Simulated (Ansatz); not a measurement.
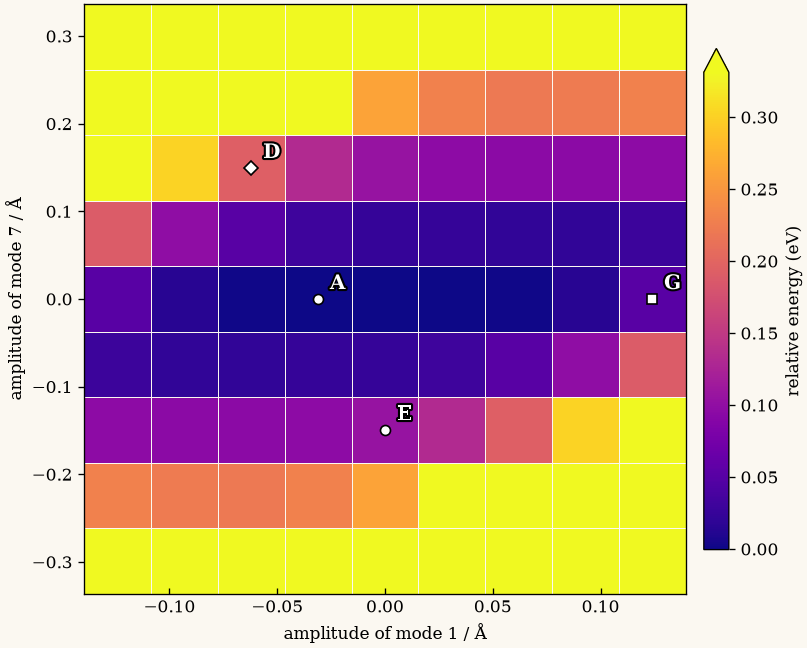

SrTiO₃ (Pm-3m, No. 221; 5 atoms in the cell). The energy is mapped over two normal modes frozen in (zone-centre modes of the 5-atom cell of this scan). First axis: amplitude of mode 1 (77i cm⁻¹), largest displacement. Second axis: amplitude of mode 7 (156 cm⁻¹), largest displacement. Nothing is relaxed (the cell and all other modes fixed). Grid: 9 × 9 points; 41 points were computed and 40 follow by symmetry. Points are written as (first, second). Energies are in eV per cell, from the relaxed high-symmetry cell. Theory: Ansatz, DFT PBEsol, scalar-relativistic, plane waves, PAW. Settings: cutoff 520 eV, k-mesh 8×8×8, gaussian smearing 0.05 eV, no spin polarisation.

Drawn: one coloured cell a grid point, one colour for all values above the top of the scale, lettered points.

> What kind of point is each of D, E: minimum, saddle, maximum or slope?

D: on a slope; E: on a slope. (In these two coordinates alone; a stationary point may lie a little off the grid point.)

> Rank the lettered points by energy, lowest first.

A (−0.0004 eV), G (0.05 eV), E (0.10 eV), D (0.19 eV).

PAW datasets: the set soft_1.
